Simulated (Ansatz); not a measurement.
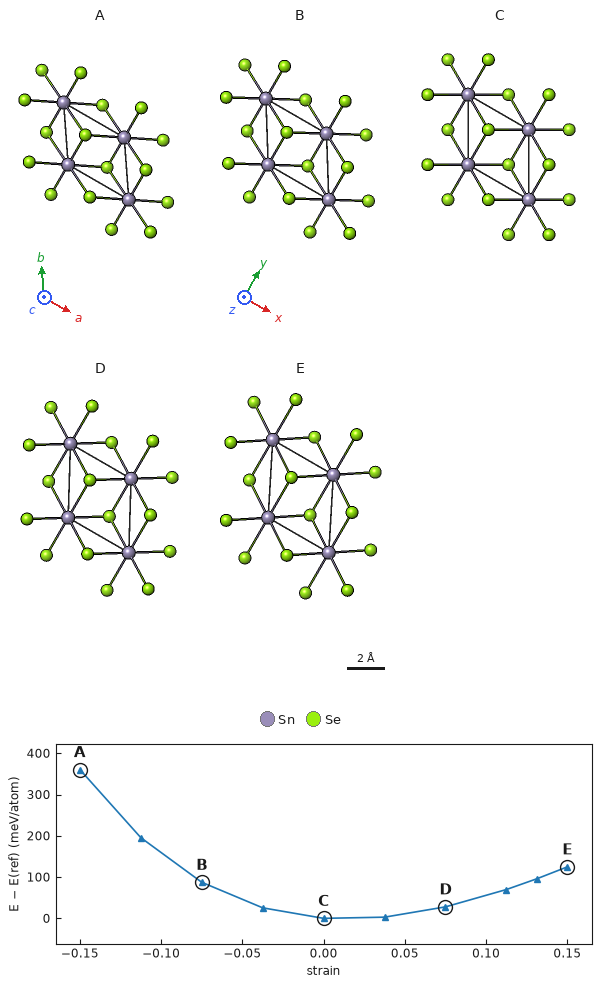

Energy scan for solid SnSe$_{2}$ (P-3m1), in which the cell is strained along y alone, with the atoms kept at their fractional coordinates. x, y and z are the Cartesian axes of the input. The lettered frames are marked on the plot. A ball-and-stick model of the cell of the calculation, seen along the c axis.

The calculation used DFT PBEsol, scalar-relativistic, plane waves, PAW (Ansatz 0.2.0). (plane-wave cutoff 420 eV; k-point mesh 12 × 12 × 6; occupations gaussian; smearing width 0.05 eV; no spin polarisation). Energies (free energies at the smearing named) are counted from the cell as listed in its source, which wasn't relaxed.

**Read off the main features of the energy profile.**

The lowest computed point lies at the strain 0.00 (0 meV/atom). At the ends of the scan the energy is 361 meV/atom (−0.15) and 125 meV/atom (0.15). The unrelaxed reference is under a pressure of 2.2 GPa, which tilts the curve. The distortion takes the space group from P-3m1 to C2/m. At the strain −0.15 the cell of the drawing goes b 3.811 → 3.391 Å, γ 120.0° → 124.2°. The band gap on the mesh, 0.63 eV in the reference, closes at −0.15, −0.1125, 0.15.

Limits of the set-up: layers or molecules are held without a dispersion correction, so their spacing is unreliable.
